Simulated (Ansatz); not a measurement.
# Band-structure calculation of AgI

System: AgI (P6₃mc, 4 atoms in the cell).
Method: DFT, r2SCAN, plane waves, PAW, no spin polarisation (Ansatz 0.2.0).

The structure was built on a prototype by a generator. The geometry comes from this level: r2SCAN (a point of a series of strains). It belongs to a series of runs on one base structure; here: hydrostatic strain +3.0%.

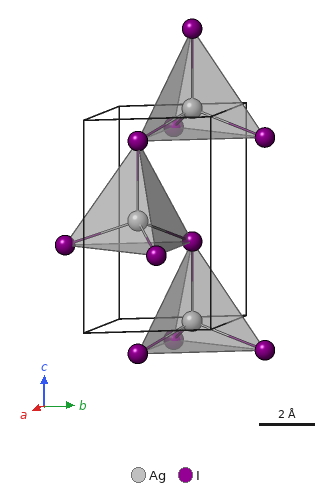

**Figure 1.** The input geometry (polyhedral view of the cell of the calculation, seen slightly off an axis; polyhedra are completed across the faces of the cell).

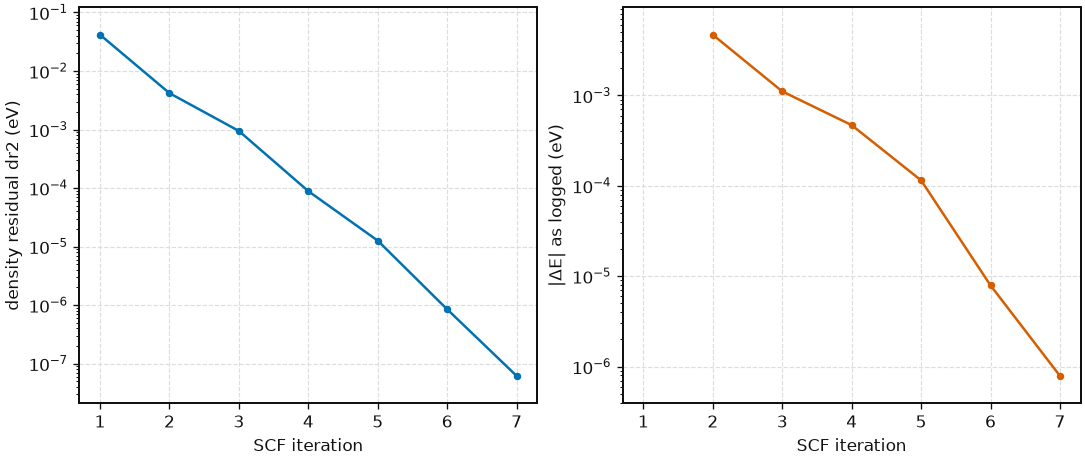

**Figure 2.** Convergence of the self-consistent field: density residual dr2 and size of the energy change against the SCF iteration. The residual falls at every step.

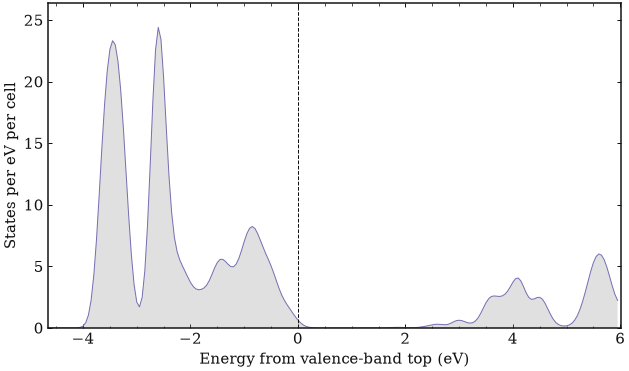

**Figure 3.** Density of states (the curve is built from the levels of the k mesh with Gaussians 0.3 eV wide, which also blur the band edges), with energies from the valence-band top. There is a gap of 1.86 eV on the k-point mesh. Small ripples come from the finite k-point mesh.

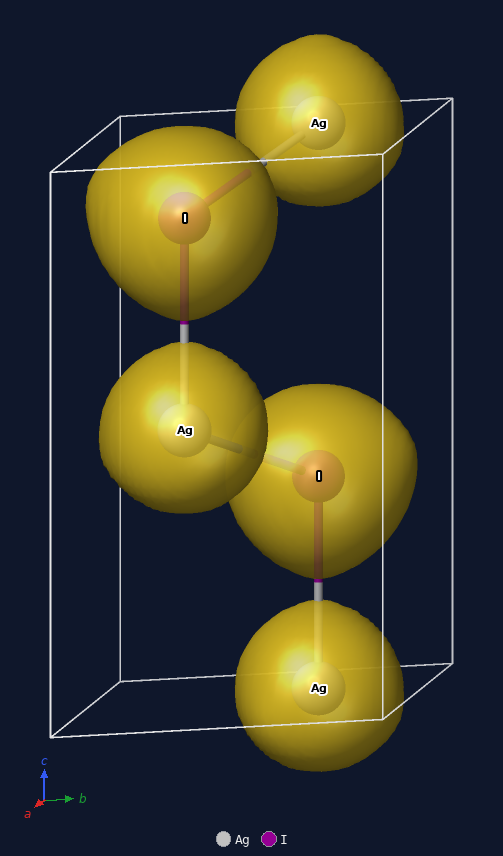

**Figure 4.** Isosurface of the valence charge density (pseudo) at 0.3 e/Å³ (yellow), seen slightly off an axis. Sticks mark near contacts. The outline is the cell set on symmetry axes. At this value the density breaks into separate islands; it holds about 85 % of the electrons treated as valence (semicore included). It is pinched off along the Ag–I (2.93 Å) contacts. On the grid the lowest density along these lines, outside the cores, is 0.25 e/Å³ (Ag–I, 2.93 Å). Core electrons are frozen (PAW), so the fields are smoothed inside the atomic spheres.

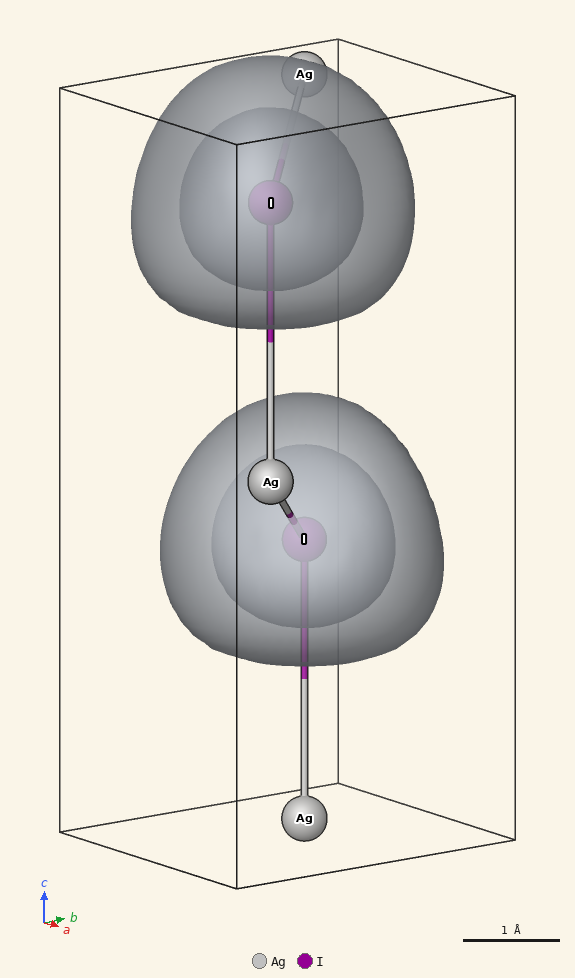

**Figure 5.** Isosurface of the electron localisation function at 0.65 (grey), seen slightly off an axis. Core shells and regions of very low density are left out. Sticks mark near contacts. The outline is the cell set on symmetry axes. Along the contacts the grid gives the following. Ag–I (2.93 Å): the ELF peaks at about 0.70 in the valence shell of I, 1.2 Å from its nucleus, and drops to about 0.10 between the two atoms.

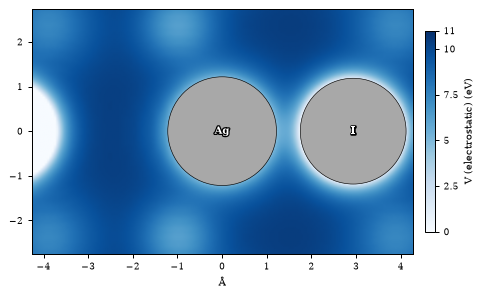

**Figure 6.** Electrostatic potential (local pseudopotential plus Hartree) felt by an electron on the (11̄0) plane of the conventional cell. Grey discs, where drawn, cover atomic cores. The section cuts through Ag and I sites. Outside the cores the potential energy rises away from the atoms and is highest about 2.7 Å from the nearest atoms; outside the discs it spans about 10 eV, and its zero is arbitrary.

The input and output of the run follow.

**Input file**
```yaml
crystal:
  lattice:
    - [4.7903979095, 0.0, 0.0]
    - [-2.3951989548, 4.1486062839, 0.0]
    - [0.0, 0.0, 7.8272756102]
  atoms:
    - { symbol: Ag, position: [0.3333333333, 0.6666666667, 4.8562e-06] }
    - { symbol: Ag, position: [0.6666666667, 0.3333333333, 0.5000048562] }
    - { symbol: I, position: [0.3333333333, 0.6666666667, 0.3749951438] }
    - { symbol: I, position: [0.6666666667, 0.3333333333, 0.8749951438] }
kpoints:
  mp_grid: { grid: [6, 6, 4] }
  band_path:
    path:
      - [0.0, 0.0, 0.0]
      - [0.5, 0.0, 0.0]
      - [0.3333333333, 0.3333333333, 0.0]
      - [0.0, 0.0, 0.5]
      - [0.5, 0.0, 0.5]
      - [0.3333333333, 0.3333333333, 0.5]
    npoints: 1
hamiltonian:
  xc: r2scan
scf:
  occupations: { method: fixed }
  n_extra_bands: 5
output:
  forces: true
  stress: true
  eigenvalues: true
  write_density: true
  write_potential: true
  elf: true
  volumetric_format: npy
```

Run as:
```bash
ansatz run input.yaml --threads 2 --pin off --max-ram 2211MiB --backend cpu --events-out ev --progress --plain --runs-dir out
```

**Output**
```
scf.n_extra_bands = 5 over 36 filled bands (N_el = 72.0): the run solves 41 bands
Engine: ansatz 0.2.0, x86_64-unknown-linux-gnu
Pseudopotentials: kind: paw
Pseudopotential: Ag, paw, valence charge 19, recommended cutoff 500 eV (meta_gga), Ag.paw.azcp
Pseudopotential: I, paw, valence charge 17, recommended cutoff 500 eV (meta_gga), I.paw.azcp
Functional definition: r2SCAN
  parameter k0 = 0.174
  parameter k1 = 0.065
  parameter a1 = 4.9479
  exchange = r2scan_x(k0 = k0, k1 = k1, a1 = a1)
  correlation = r2scan_c
Crystal: 4 atoms, lattice volume = 155.555 Å³
Basis set: ecut = 500 eV, 3971 PW (Γ), exchange–correlation on 144×144×240 points (64 copies of the dense FFT grid, shifted against one another)
Bands: 41, of which v1, the nominal top of the filled ones, is band 36 counted from 1 (35 counted from 0)
Symmetry: 12 space group operations
Space group: P63mc (ITA 186), of the structure as read, at distance tolerance 5.4e-5 Å
k-points: 21 of 144 (time reversal used)
Non-local potential: Ag, projectors of the file, l = 0: 3, l = 1: 2, l = 2: 2, l = 3: 1
Non-local potential: I, projectors of the file, l = 0: 2, l = 1: 2, l = 2: 2, l = 3: 2
PAW form: soft (Blöchl's): semilocal exchange-correlation on the pseudo side does not see the compensation charge
PAW frozen core: Ag, regenerated for the run's functional (the file was generated under x = pbe(κ = 0.804, μ = 0.2195149727645171), c = pbe(β = 0.06672455060314922))
PAW frozen core: I, regenerated for the run's functional (the file was generated under x = pbe(κ = 0.804, μ = 0.2195149727645171), c = pbe(β = 0.06672455060314922))
PAW one-centre angular grid: Ag, 590 points (default); XC on 160 Gauss nodes
PAW one-centre angular grid: I, 590 points (default); XC on 160 Gauss nodes
Initial density: superposition of atomic densities (neutral atoms: chi_scale 0, normalization atom), corrected by the library's trained network
Initial wavefunctions: pseudopotential atomic-orbital guess
Functional: x = r2scan, c = r2scan; τ floored in thin density (d = 2e-4 eV/Å³)
SCF iter   1: F=—  HF=-30265.079213 eV  |F-HF|=—  |Δ(HF+E_count)|=         —  Δρ=5.51e-3  dr2=4.16e-2  dr2_τ=7.28e-3  ethr=1.77e-3  ⟨swp⟩=5.2  Hψ=2856  notcnv=0  defer=63
preconditioner: auto → Resta (q_TF=auto, 2.400 Å⁻¹)  ε∞=5.1  [insulator: Δε(μ)=1.875 eV  Ē_g=8.820 eV  n_scr=34 (ndim 8)  ℏωp=17.9 eV  f_vac=0.258  ε∞_Penn≈5.1]
SCF iter   2: F=—  HF=-30265.074517 eV  |F-HF|=—  |Δ(HF+E_count)|=   4.70e-3  Δρ=2.53e-3  dr2=4.18e-3  dr2_τ=1.22e-3  ethr=5.78e-5  ⟨swp⟩=3.0  Hψ=1447  notcnv=0  defer=63
SCF iter   3: F=—  HF=-30265.075624 eV  |F-HF|=—  |Δ(HF+E_count)|=   1.11e-3  Δρ=1.04e-3  dr2=9.44e-4  dr2_τ=6.30e-5  ethr=5.81e-6  ⟨swp⟩=3.0  Hψ=1415  notcnv=0  defer=63
SCF iter   4: F=—  HF=-30265.076094 eV  |F-HF|=—  |Δ(HF+E_count)|=   4.70e-4  Δρ=1.95e-4  dr2=8.84e-5  dr2_τ=3.30e-6  ethr=1.31e-6  ⟨swp⟩=2.0  Hψ=1260  notcnv=0  defer=63
SCF iter   5: F=—  HF=-30265.076209 eV  |F-HF|=—  |Δ(HF+E_count)|=   1.15e-4  Δρ=6.83e-5  dr2=1.26e-5  dr2_τ=2.04e-7  ethr=1.23e-7  ⟨swp⟩=2.0  Hψ=1167  notcnv=0  defer=62
SCF iter   6: F=—  HF=-30265.076217 eV  |F-HF|=—  |Δ(HF+E_count)|=   7.91e-6  Δρ=1.85e-5  dr2=8.46e-7  dr2_τ=1.47e-8  ethr=1.75e-8  ⟨swp⟩=2.0  Hψ=1218  notcnv=0  defer=63
SCF iter   7: F=-30265.076218 eV  HF=-30265.076218 eV  |F-HF|=1.86e-8  |Δ(HF+E_count)|=   7.88e-7  Δρ=6.14e-6  dr2=6.16e-8  dr2_τ=2.48e-9  ethr=1.39e-10  ⟨swp⟩=18.2  Hψ=7191  notcnv=0
SCF 1 converged in 7 iterations: F = -30265.076218 eV  dr2 = 6.16e-8
  greatest PAW one-centre occupation: 1.002 electrons in one spin orbital (limit 2), on the Ag atom at site 1 (counted from 0), in its partial waves of l = 1
NSCF: frozen V_eff on 6 k-points
SCF converged after 7 iterations
Free energy (F): -30265.076218 eV
Harris-Foulkes:  -30265.076218 eV  (|F-HF|=1.86e-8)
Internal energy: -30265.076218 eV  (E = F + TS)
E sigma→0 (E₀):  -30265.076218 eV
Fermi energy:    4.746211 eV
--- Per-component energies (eV) ---
  E_band       = -1722.473995
  E_kinetic    = 1431.182314
  E_local      = -11598.694442  (includes V_loc(G=0)·N_el)
  E_nonlocal   = -11.443903
  E_hartree    = 5460.144936
  E_xc         = -592.926116
  E_vxc        = -797.317289  (∫ρ·V_xc dr)
  E_paw        = -17529.212535  (= ΣΔE_a)
  E_vpaw       = -1720.601261  (= ΣTr[D̂ρ^β])
  E_aug_tail   = 0.000084  (compensation charges beyond the density's cutoff)
  E_vtau       = 54.083957  (kinetic-family band-sum trace: ∫τ·v_τ [+ j·A + Jᵃ·Aᵃ] dr)
  E_ewald      = -7423.254040
  E_core_change = -0.872515  (= ΣΔE_core)
  E_smearing   = -0.000000  (= −TS)
  E_closure    = 0.000000  (closes the sum)
  Σ components = -30265.076218   (vs F -30265.076218, Δ=0.00e0)
--- Forces (eV/Å), atoms counted from 1 ---
  atom   1  Ag     0.00000000    -0.00000000    -0.00461051
  atom   2  Ag     0.00000000     0.00000000    -0.00461051
  atom   3  I      0.00000000    -0.00000000     0.00459017
  atom   4  I      0.00000000     0.00000000     0.00459017
  max |Σ_I F_I| component: 4.07e-5 eV/Å
--- Stress (GPa, compression-positive) ---
       -2.029615      -0.000000       0.000000
       -0.000000      -2.029615       0.000000
        0.000000      -0.000000      -2.061947
  P = ⅓ Tr σ = -2.0404 GPa (-20.404 kbar)
--- Band table (eV; the first three rows and the last of 21) ---
  k-point 0: bands = ["-87.7660", "-87.7660", "-50.4328", "-50.4328", "-50.4328", "-50.4328", "-50.4328", "-50.4327", "-40.5167", "-40.5166", "-40.5158", "-40.5158", "-40.5158", "-40.5158", "-40.5128", "-40.5128", "-40.5127", "-40.5127", "-7.7545", "-7.5424", "1.1518", "1.1526", "1.1526", "1.2799", "1.2799", "1.3472", "2.0900", "2.0900", "2.1568", "2.1568", "2.2278", "4.1826", "4.1826", "4.6980", "4.7462", "4.7462", "6.6111", "7.9279", "11.2290", "11.2290", "11.3949"]
  k-point 1: bands = ["-87.7660", "-87.7659", "-50.4328", "-50.4328", "-50.4328", "-50.4328", "-50.4327", "-50.4327", "-40.5167", "-40.5167", "-40.5158", "-40.5158", "-40.5158", "-40.5158", "-40.5128", "-40.5128", "-40.5127", "-40.5127", "-7.7243", "-7.5744", "1.1341", "1.1675", "1.1675", "1.2269", "1.2570", "1.2570", "2.1022", "2.1022", "2.1499", "2.1499", "2.5945", "4.1939", "4.2632", "4.2632", "4.6614", "4.6614", "7.1544", "7.9581", "10.9724", "11.2802", "11.2802"]
  k-point 2: bands = ["-87.7659", "-87.7659", "-50.4328", "-50.4328", "-50.4328", "-50.4328", "-50.4327", "-50.4327", "-40.5167", "-40.5167", "-40.5158", "-40.5158", "-40.5158", "-40.5158", "-40.5127", "-40.5127", "-40.5127", "-40.5127", "-7.6503", "-7.6503", "1.1302", "1.1302", "1.2083", "1.2083", "1.2083", "1.2083", "2.1286", "2.1286", "2.1286", "2.1286", "3.3495", "3.3495", "4.4602", "4.4602", "4.4602", "4.4602", "7.8300", "7.8300", "10.8296", "10.8296", "11.4877"]
  k-point 20: bands = ["-87.7659", "-87.7659", "-50.4329", "-50.4329", "-50.4329", "-50.4329", "-50.4327", "-50.4327", "-40.5166", "-40.5166", "-40.5159", "-40.5159", "-40.5158", "-40.5158", "-40.5127", "-40.5127", "-40.5127", "-40.5127", "-7.4903", "-7.4903", "1.2313", "1.2313", "1.3212", "1.3212", "1.5412", "1.5412", "2.0858", "2.0858", "2.2769", "2.2769", "2.3748", "2.3748", "3.1968", "3.1968", "3.8448", "3.8448", "9.1157", "9.1157", "10.8582", "10.8582", "11.0528"]
```

**File rho_z.tsv**
```
# z_ang	rho[e/angstrom^3]
# format = ansatz-planar-average/11
# lattice	4.790397910	0.000000000	0.000000000
# lattice	-2.395198955	4.148606284	0.000000000
# lattice	0.000000000	0.000000000	7.827275610
# sites	4
# site	47	-0.000000000	2.765737523	0.000038011
# site	47	2.395198955	1.382868761	3.913675816
# site	53	-0.000000000	2.765737523	2.935190343
# site	53	2.395198955	1.382868761	6.848828148
0.000000	1.050057e0
0.130455	9.684792e-1
0.260909	8.022826e-1
0.391364	5.956579e-1
0.521818	3.965977e-1
0.652273	2.400809e-1
0.782728	1.388745e-1
0.913182	8.453799e-2
1.043637	5.801360e-2
1.174091	4.543275e-2
1.304546	4.138359e-2
1.435001	4.324418e-2
1.565455	5.017255e-2
1.695910	6.212962e-2
1.826364	7.978337e-2
1.956819	1.037964e-1
2.087273	1.344772e-1
2.217728	1.750903e-1
2.348183	2.503119e-1
2.478637	3.873538e-1
2.609092	5.696026e-1
2.739546	7.433149e-1
2.870001	8.568812e-1
3.000456	8.854394e-1
3.130910	8.423593e-1
3.261365	7.761501e-1
3.391819	7.493363e-1
3.522274	8.042845e-1
3.652729	9.227407e-1
3.783183	1.027883e0
3.913638	1.050057e0
4.044092	9.684792e-1
4.174547	8.022826e-1
4.305002	5.956579e-1
4.435456	3.965977e-1
4.565911	2.400809e-1
4.696365	1.388745e-1
4.826820	8.453799e-2
4.957275	5.801360e-2
5.087729	4.543275e-2
5.218184	4.138359e-2
5.348638	4.324418e-2
5.479093	5.017255e-2
5.609548	6.212962e-2
5.740002	7.978337e-2
5.870457	1.037964e-1
6.000911	1.344772e-1
6.131366	1.750903e-1
6.261820	2.503119e-1
6.392275	3.873538e-1
6.522730	5.696026e-1
6.653184	7.433149e-1
6.783639	8.568812e-1
6.914093	8.854394e-1
7.044548	8.423593e-1
7.175003	7.761501e-1
7.305457	7.493363e-1
7.435912	8.042845e-1
7.566366	9.227407e-1
7.696821	1.027883e0
```

**Key numbers**

- outcome: converged
- space group (tolerance 0.01 Å): P6₃mc (186)
- electrons treated: 72
- free energy: −30265.0762 eV
- Fermi energy: 4.746 eV
- gap on the k-point mesh: 1.86 eV
- pressure: −2.04 GPa
- largest force (length of the vector): 0.005 eV/Å
- hardware: 2 threads of an x86-64 CPU, shared host
- wall time: 25 s (CPU time 48 s)
- peak memory: 0.74 GiB

Spin-orbit coupling is left out, which matters for I.
